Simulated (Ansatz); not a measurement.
# What a change does: single-point calculation on GaN

System: GaN (4 atoms in the cell).
Method of run 1: DFT, PBE, plane waves, PAW, no spin polarisation (Ansatz 0.2.0).

The structure derives from a Materials Project entry. Text and figures count atoms from 1; the logs count them from 0 in places.

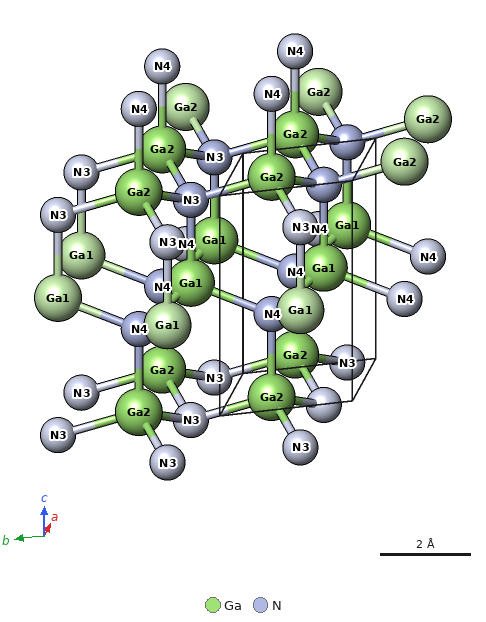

Figure 1. The structure (ball-and-stick view of the cell of the calculation, repeated 2 × 2 × 1, seen at an oblique angle; neighbours outside the cell are drawn fainter; atoms are numbered from 1 in the order of the input).

## Input file, run 1
```yaml
crystal:
  lattice:
    - [3.1733034704, 0.0, 0.0]
    - [-1.5866517352, 2.7481614193, 0.0]
    - [0.0, 0.0, 5.1699048988]
  atoms:
    - { symbol: Ga, position: [0.6666666667, 0.3333333333, 0.4991927542] }
    - { symbol: Ga, position: [0.3333333333, 0.6666666667, 0.9991927542] }
    - { symbol: "N", position: [0.6666666667, 0.3333333333, 0.8758072458] }
    - { symbol: "N", position: [0.3333333333, 0.6666666667, 0.3758072458] }
basis:
  ecutwfc: 420
kpoints:
  mp_grid: { grid: [12, 12, 6] }
hamiltonian:
  xc: pbe
scf:
  occupations: { method: gaussian, width: 0.02 }
  algorithm: direct_min
output:
  forces: true
  eigenvalues: true
  stress: true
```

Command:
```bash
ansatz run input.yaml --threads 1 --pin off --max-ram 2560MiB --backend cpu --events-out ev --progress --plain --runs-dir out
```

Hardware: 1 thread of Arm Neoverse V2, 24 GiB of memory available, shared host.

## Output, shortened to warnings, some set-up lines, iterations and results (run 1)
```
Basis set: ecut = 420 eV, 893 PW (Γ), exchange–correlation on 48×48×72 points (8 copies of the dense FFT grid, shifted against one another)
Symmetry: 12 space group operations
k-points: 76 of 864 (time reversal used)
Initial density: superposition of atomic densities (neutral atoms: chi_scale 0, normalization atom), corrected by the library's trained network
[...]
SCF iter   1: F=—  HF=-8335.789694 eV  |F-HF|=—  |Δ(HF+E_count)|=         —  Δρ=8.75e-4  dr2=1.35e-4  ethr=1.77e-3  ⟨swp⟩=7.4  Hψ=7560  notcnv=0
SCF iter   2: F=—  HF=-8335.790666 eV  |F-HF|=—  |Δ(HF+E_count)|=   9.72e-4  Δρ=5.44e-4  dr2=4.63e-5  ethr=3.74e-7  ⟨swp⟩=5.7  Hψ=6901  notcnv=0  defer=64
SCF iter   3: F=—  HF=-8335.790653 eV  |F-HF|=—  |Δ(HF+E_count)|=   1.23e-5  Δρ=1.13e-4  dr2=3.41e-6  ethr=9.17e-9  ⟨swp⟩=3.2  Hψ=7465  notcnv=0  defer=1
SCF iter   4: F=-8335.790651 eV  HF=-8335.790651 eV  |F-HF|=3.51e-9  |Δ(HF+E_count)|=   2.40e-6  Δρ=3.83e-6  dr2=5.62e-9  ethr=9.17e-9  ⟨swp⟩=2.0  Hψ=3046  notcnv=0  defer=1
SCF 1 converged in 4 iterations: F = -8335.790651 eV  dr2 = 5.62e-9
  Residual-converged pass: ⟨swp⟩=3.8  Hψ=4496  notcnv=0  max |occ|·‖R‖ = 6.6e-6 eV (tolerance 6.7e-6 eV)  dr2=7.92e-9  dr2_onsite=1.37e-9  max |Δocc| = 0.0e0
SCF converged after 4 iterations
Stability not checked: this state was not tested for a lower state beside it, because a direct minimisation reached the state, and no test of it is asked (direct_minimisation; see scf.lower_state_search)
Free energy (F): -8335.790651 eV
Harris-Foulkes:  -8335.790651 eV  (|F-HF|=3.51e-9)
Internal energy: -8335.790651 eV  (E = F + TS)
E sigma→0 (E₀):  -8335.790651 eV
Fermi energy:    10.895114 eV
--- Per-component energies (eV) ---
  E_band       = -3.623255
  E_kinetic    = 495.692938
  E_local      = -3883.470678  (includes V_loc(G=0)·N_el)
  E_nonlocal   = 948.918896
  E_hartree    = 1789.424941
  E_xc         = -258.087474
  E_vxc        = -268.936753  (∫ρ·V_xc dr)
  E_paw        = -4240.736656  (= ΣΔE_a)
  E_vpaw       = -874.681986  (= ΣTr[D̂ρ^β])
  E_aug_tail   = 0.000065  (compensation charges beyond the density's cutoff)
  E_ewald      = -3187.532685
  E_smearing   = -0.000000  (= −TS)
  E_closure    = 0.000000  (closes the sum)
  Σ components = -8335.790651   (vs F -8335.790651, Δ=0.00e0)
--- Forces (eV/Å), atoms counted from 1 ---
  atom   1  Ga     0.00000000     0.00000000     0.00127868
  atom   2  Ga    -0.00000000    -0.00000000     0.00127868
  atom   3  N     -0.00000000     0.00000000    -0.00133598
  atom   4  N      0.00000000    -0.00000000    -0.00133598
  max |Σ_I F_I| component: 1.15e-4 eV/Å
--- Stress (GPa, compression-positive) ---
        8.004785       0.000000       0.000000
        0.000000       8.004785       0.000000
        0.000000       0.000000       7.995913
  P = ⅓ Tr σ = 8.0018 GPa (80.018 kbar)
```

The input of run 2 differs as follows (lines with − go, lines with + come):
```diff
+  band_path: { path: [VBM, CBM], npoints: 2 }
-  algorithm: direct_min
+checkpoint:
+  read: start.run
+  write: ck
+  compress: false
+  write_wavefunctions: false
+  write_every: 100000
```

Predict how the results change.

Both reach the same energy, so the change doesn't alter the result.

## Output, shortened to warnings, some set-up lines, iterations and results (run 2)
```
Basis set: ecut = 420 eV, 893 PW (Γ), exchange–correlation on 48×48×72 points (8 copies of the dense FFT grid, shifted against one another)
Symmetry: 12 space group operations
k-points: 76 of 864 (time reversal used)
Initial density: read from a saved state, or passed on in memory by an earlier SCF of this step, an earlier step, the calling program or the single point that the run made first
[...]
SCF iter   1: F=—  HF=-8335.790651 eV  |F-HF|=—  |Δ(HF+E_count)|=         —  Δρ=4.05e-7  dr2=8.41e-11  ethr=2.10e-8  ⟨swp⟩=3.0  Hψ=11906  notcnv=0
SCF iter   2: F=-8335.790651 eV  HF=-8335.790651 eV  |F-HF|=2.91e-11  |Δ(HF+E_count)|=  7.71e-10  Δρ=2.45e-7  dr2=2.42e-11  ethr=1.00e-12  ⟨swp⟩=5.0  Hψ=5685  notcnv=0
SCF 1 converged in 2 iterations: F = -8335.790651 eV  dr2 = 2.42e-11
NSCF: frozen V_eff on 28 k-points
NSCF: frozen V_eff on 28 k-points
NSCF: frozen V_eff on 21 k-points
NSCF: frozen V_eff on 3 k-points
NSCF: frozen V_eff on 3 k-points
NSCF: frozen V_eff on 3 k-points
NSCF: frozen V_eff on 3 k-points
NSCF: frozen V_eff on 3 k-points
NSCF: frozen V_eff on 3 k-points
SCF converged after 2 iterations
Free energy (F): -8335.790651 eV
Harris-Foulkes:  -8335.790651 eV  (|F-HF|=2.91e-11)
Internal energy: -8335.790651 eV  (E = F + TS)
E sigma→0 (E₀):  -8335.790651 eV
Fermi energy:    10.895093 eV
--- Per-component energies (eV) ---
  E_band       = -3.625952
  E_kinetic    = 495.692640
  E_local      = -3883.472387  (includes V_loc(G=0)·N_el)
  E_nonlocal   = 948.919042
  E_hartree    = 1789.426603
  E_xc         = -258.087337
  E_vxc        = -268.936568  (∫ρ·V_xc dr)
  E_paw        = -4240.736591  (= ΣΔE_a)
  E_vpaw       = -874.681988  (= ΣTr[D̂ρ^β])
  E_aug_tail   = 0.000065  (compensation charges beyond the density's cutoff)
  E_ewald      = -3187.532685
  E_smearing   = -0.000000  (= −TS)
  E_closure    = -0.000000  (closes the sum)
  Σ components = -8335.790651   (vs F -8335.790651, Δ=0.00e0)
--- Forces (eV/Å), atoms counted from 1 ---
  atom   1  Ga     0.00000000     0.00000000     0.00135037
  atom   2  Ga    -0.00000000    -0.00000000     0.00135037
  atom   3  N     -0.00000000     0.00000000    -0.00135080
  atom   4  N      0.00000000    -0.00000000    -0.00135080
  max |Σ_I F_I| component: 8.66e-7 eV/Å
--- Stress (GPa, compression-positive) ---
        8.004836      -0.000000       0.000000
        0.000000       8.004836       0.000000
        0.000000       0.000000       7.995742
  P = ⅓ Tr σ = 8.0018 GPa (80.018 kbar)
```

## The two runs side by side

```csv
quantity,run 1,run 2
outcome,converged,converged
free energy per atom (eV),−2083.9477,−2083.9477
gap on the mesh (eV),1.99,1.99
pressure (GPa),8.00,8.00
largest force (eV/Å),0.001,0.001
irreducible k-points,76,76
plane waves at Γ,893,893
wall time (shared host),11 s,7.7 s
```

For both runs: The cell is under a pressure of 8.0 GPa at this level, so it is not at its equilibrium volume.
